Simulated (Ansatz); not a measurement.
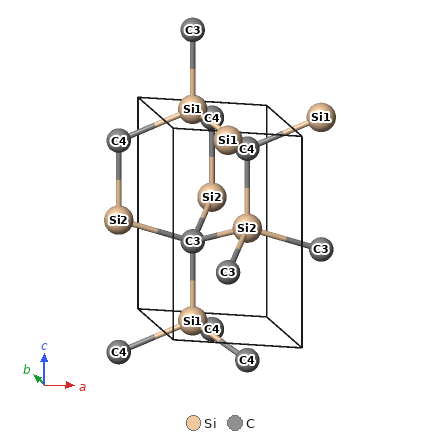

The system is SiC (P6_3mc, No. 186; 4 atoms in the cell); the picture shows the reference structure. The energy is mapped over volume and the cell's shape. The first coordinate is: volume per atom; the second: c/a of the conventional cell. Relaxed at each point: the atoms inside the fixed cell. The scan uses a 5 × 5 grid. Points are written as (first, second). Energies are in meV/atom, from the lowest grid point. These are results of Ansatz, DFT LDA, scalar-relativistic, plane waves, PAW, not measurements. Settings: cutoff 520 eV, k-mesh 12×12×6 in the order of the run's cell vectors, gaussian smearing 0.05 eV, no spin polarisation.

Its coordinates:

```xyz
4
Lattice="3.0562 0.0000 0.0000 -1.5281 2.6467 0.0000 0.0000 0.0000 5.0162" Properties=species:S:1:pos:R:3 pbc="T T T"
Si    0.0000    1.7645    0.0231
Si    1.5281    0.8822    2.5312
C     0.0000    1.7645    1.9081
C     1.5281    0.8822    4.4162
```

The input of one point:

```yaml
crystal:
  lattice:
    - [3.0561890961, 0.0, 0.0]
    - [-1.5280945481, 2.646737396, 0.0]
    - [0.0, 0.0, 5.0161734257]
  atoms:
    - { symbol: Si, position: [0.3333333333, 0.6666666667, 0.0046041256] }
    - { symbol: Si, position: [0.6666666667, 0.3333333333, 0.5046041256] }
    - { symbol: C, position: [0.3333333333, 0.6666666667, 0.3803958744] }
    - { symbol: C, position: [0.6666666667, 0.3333333333, 0.8803958744] }
basis:
  ecutwfc: 520.0
kpoints:
  mp_grid: { grid: [12, 12, 6] }
hamiltonian:
  xc: lda
  pseudopotentials: { kind: paw, azcp: { folder: soft_1 } }
scf:
  occupations: { method: gaussian, width: 0.05 }
output:
  forces: true
  stress: true
  eigenvalues: true
relax:
  adjacent_minimum: "off"
  f_tol: 0.01
  max_steps: 30
```

Range: volume per atom from 8.52 to 11.77 Å³; c/a of the conventional cell from 1.515 to 1.778.

What landscape does the calculation give?

Answer. The lowest grid point is at (10.14 Å³, 1.641). No other kind of well shows on this grid. The highest grid point, (8.52 Å³, 1.778), lies 324 meV/atom above the lowest. Round the minimum the two coordinates are nearly uncoupled. The gap on the k-mesh is 2.1 eV at the lowest point and runs from 0.8 to 2.4 eV over the map.

```tsv
c/a of the conventional cell ↓, volume per atom →	8.52	9.33	10.14	10.96	11.77
1.778	324	128	71	106	203
1.708	267	72	18	57	160
1.641	248	54	0	41	146
1.577	262	70	17	58	162
1.515	307	118	66	106	208
```

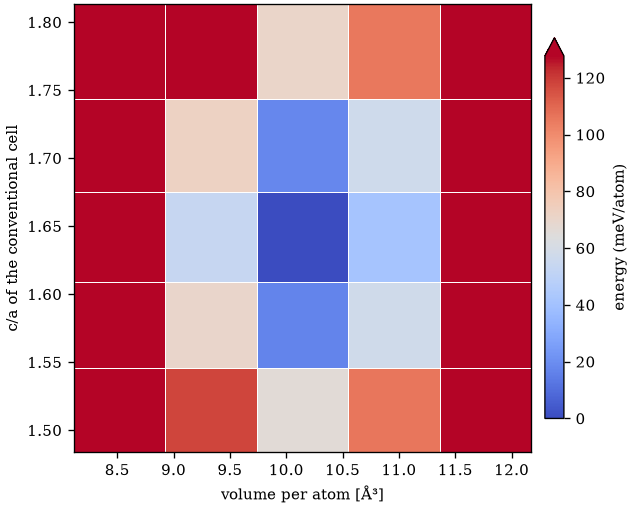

In the figure: one coloured cell a grid point, one colour for all values above the top of the scale.

Each point was launched as `ansatz run input.yaml --threads 1 --pin off --max-ram 2048MiB --backend cpu --events-out ev --progress --plain --runs-dir out`. Time for the 25 points that were run: 14 min on 1 thread of Arm Neoverse N1 (shared host).
